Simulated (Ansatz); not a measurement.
The coordinates of a crystal:

```cif
data_structure
_symmetry_space_group_name_H-M 'P 1'
_symmetry_Int_Tables_number 1
_cell_length_a 3.0805
_cell_length_b 3.1953
_cell_length_c 17.9282
_cell_angle_alpha 90.025
_cell_angle_beta 90.376
_cell_angle_gamma 117.427
_cell_volume 156.63
loop_
_atom_site_label
_atom_site_type_symbol
_atom_site_symmetry_multiplicity
_atom_site_Wyckoff_symbol
_atom_site_fract_x
_atom_site_fract_y
_atom_site_fract_z
_atom_site_occupancy
W1 W 1 a 0.62520 0.28015 0.49410 1
S1 S 1 a 0.29985 0.65790 0.41482 1
S2 S 1 a 0.40828 0.72862 0.58518 1
```

> Summarise the structure in words.

Its composition is WS₂. Cell content: 1 W, 2 S, that is 1 formula unit. The polyhedra are WS6 trigonal prisms; they share edges. W is coordinated by six S in a distorted trigonal prismatic arrangement at 2.26 to 2.70 Å. Each S has three W in a trigonal pyramidal arrangement at 2.26 to 2.70 Å. Not all metal-metal contacts are counted. The bonds build WS2 layers parallel to (001).

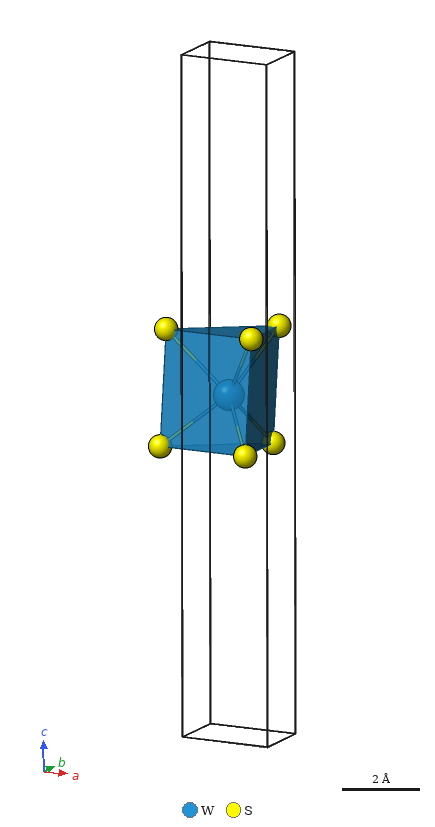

Crystal structure, polyhedral style, seen slightly off an axis. The parallelepiped is the simulation cell. A few atoms beyond the faces are included.

The initial geometry was a structure listed in the Materials Project. The cell was then strained or its atoms displaced on purpose. It was set up as input for a calculation with Ansatz.
